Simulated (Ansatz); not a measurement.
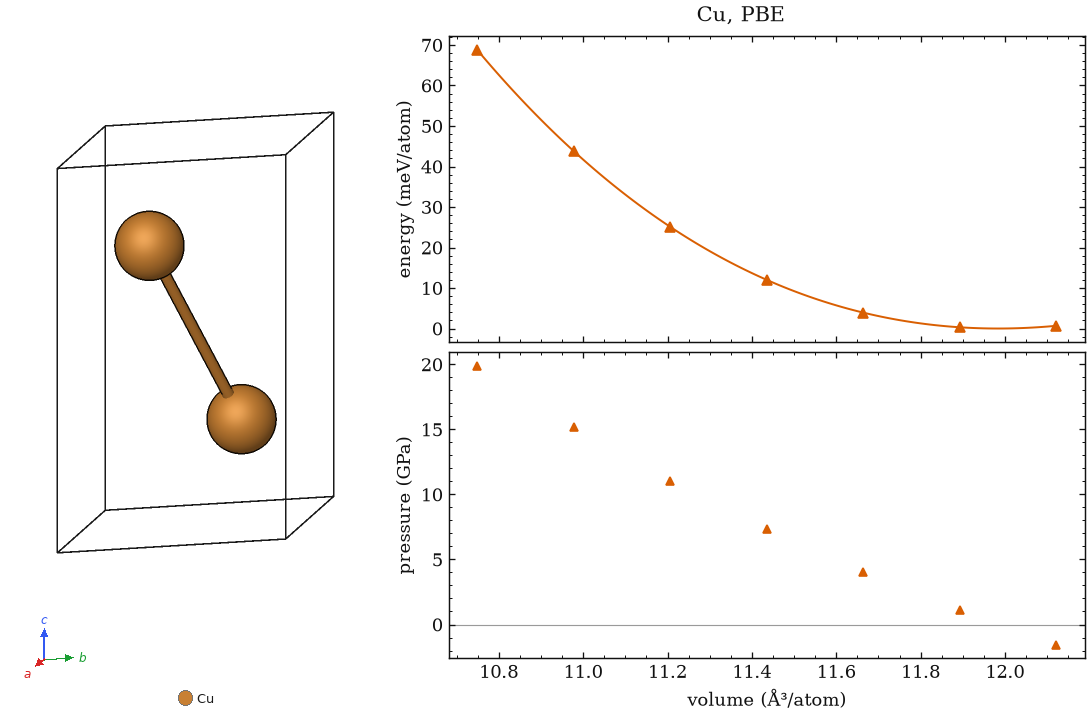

Plotted: energy and pressure against volume for Cu, space group P6_3/mmc (No. 194). The conventional cell is drawn beside the plot.

Cell as given: a = 2.534 Å, b = 2.534 Å, c = 4.113 Å, α = 90.00°, β = 90.00°, γ = 120.00°; 2 atoms.

How it was computed, with Ansatz 0.2.0: plane-wave DFT, no spin polarisation; energies at scaled volumes of the given cell, shape and fractions fixed, counted from the fit's minimum, third-order Birch-Murnaghan fit. Level: PBE.

- k mesh: 12×12×7
- occupations: Fermi–Dirac
- smearing width: 0.05 eV
- potentials: Ansatz PAW
- wave cutoff: 420 eV
- density cutoff: 1680 eV

Give the fitted equation-of-state parameters.

Answer. A third-order Birch–Murnaghan fit gives V0 = 11.98 Å³/atom, B0 = 140 GPa and B′ = 4.9.

What does the pressure do across the range?

Answer. It falls from 19.86 GPa at volume 10.75 Å³/atom to −1.54 GPa at 12.12 Å³/atom, and changes sign near 11.99 Å³/atom.

Caveats: shape and atomic fractions are frozen while scaling, which makes layered, chain and framework solids too stiff.
